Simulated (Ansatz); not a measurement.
```xyz
4
Lattice="3.9760 0.0000 0.0000 -1.9880 3.4433 0.0000 0.0000 0.0000 5.1569" Properties=species:S:1:pos:R:3 pbc="T T T"
Ni    0.0000    0.0000    0.0000
Ni    0.0000    0.0000    2.5784
Sb    0.0000    2.2955    1.2892
Sb    1.9880    1.1478    3.8677
```

Space group P6₃/mmc; computed without spin polarisation.

Level of theory: DFT PBE, scalar-relativistic, plane waves, PAW in Ansatz.

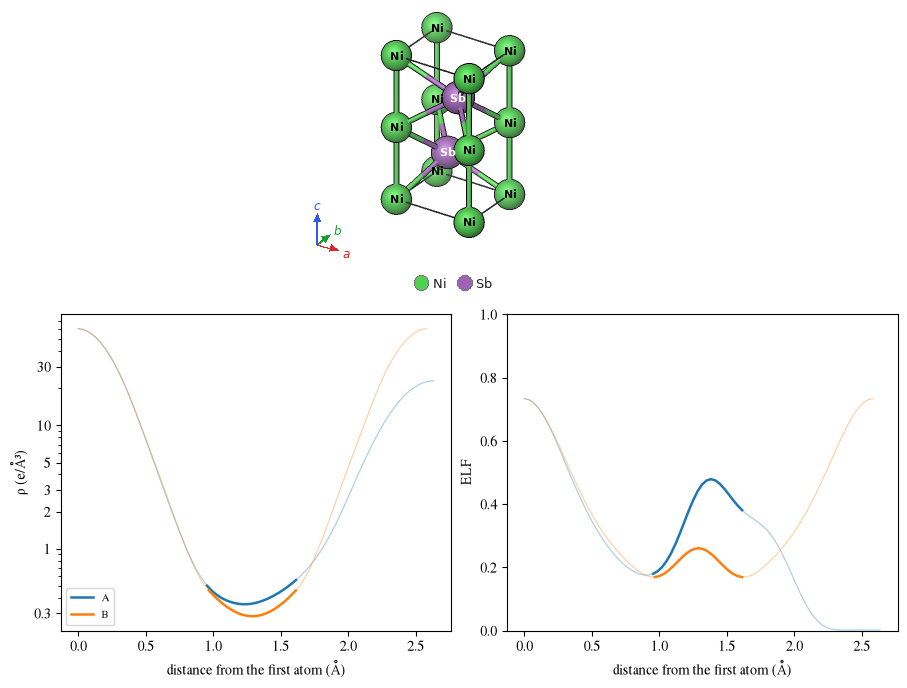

NiSb. Valence electron density and electron localisation function along straight lines between neighbouring atoms. Thin, pale parts lie inside the atomic spheres. The structure is drawn too.

The density is the valence pseudo-density of a PAW calculation; it isn't the true density close to the nuclei.

> Which curve belongs to which contact (Ni–Ni and Ni–Sb)? The first atom named is at distance zero.

Curve A: Ni–Sb (2.63 Å): ρ at the midpoint is about 0.36 e/Å³; the ELF is about 0.45 at the midpoint. Curve B: Ni–Ni (2.58 Å): ρ is about 0.28 e/Å³ halfway; the ELF is about 0.25 at the midpoint (no localised pair shows between them).
